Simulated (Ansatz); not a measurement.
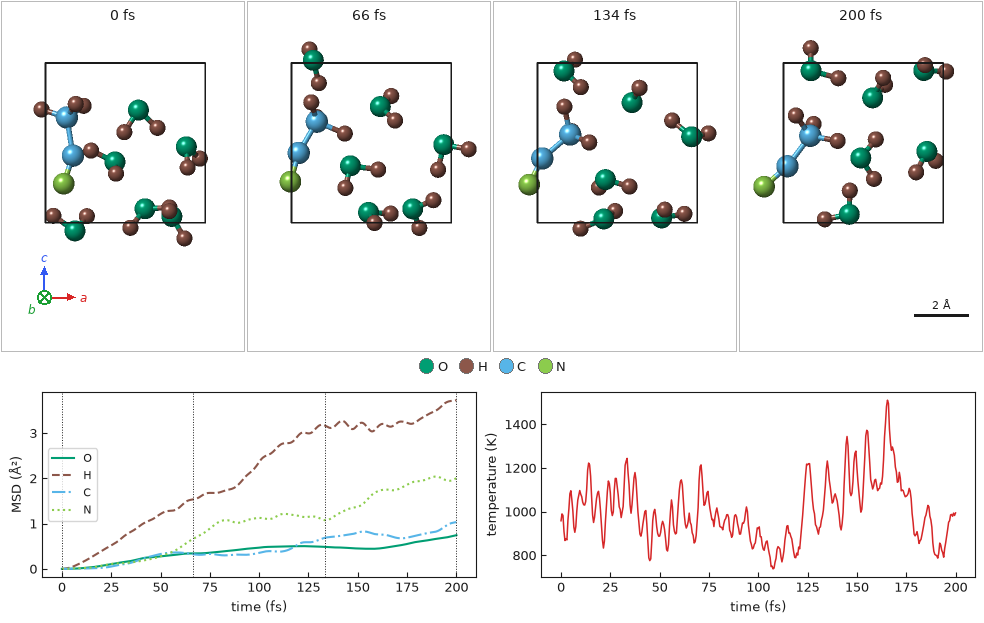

Molecular dynamics of a periodic cell with 6 H2O + 1 CH3CN at 1.159 g/cm³, 200 fs long. It starts from the last geometry of an earlier run, with fresh velocities. Frames and the history of the run. The picture is a ball-and-stick view of the simulation cell, seen along the b axis. Atoms that leave the cell re-enter on the other side.

Method: DFT PBE-D3(BJ), scalar-relativistic, plane waves, PAW (Ansatz 0.2.0). Set-up: plane-wave cutoff 420 eV; k-point mesh 1 × 1 × 1; Fermi-Dirac smearing 0.02 eV; low-accuracy preset; Langevin thermostat (NVT); set temperature 1000 K; time step 0.5 fs; friction 0.005 per fs.

Question: What happens in this trajectory?

Answer: In the second half of the run the atoms are, in the root-mean-square, this far from where they began (common drift taken out): H 1.77 Å, N 1.23 Å, C 0.83 Å, O 0.72 Å. The heavy atoms stay within a fraction of a molecule's size of their starting places; so short a run doesn't tell a liquid from a solid. Over the second half the temperature averages 1019 K (spread ±170 K). The potential energy in the second half lies on average 16.6 meV per atom below the first frame.

Limits of the set-up: the program's low-accuracy preset was used; the periodic images lie only 6.0 Å apart, so the values are limited by the cell's size.

The run took 7 min on 1 thread of Arm Neoverse V1 (shared host), peak memory 0.32 GiB.
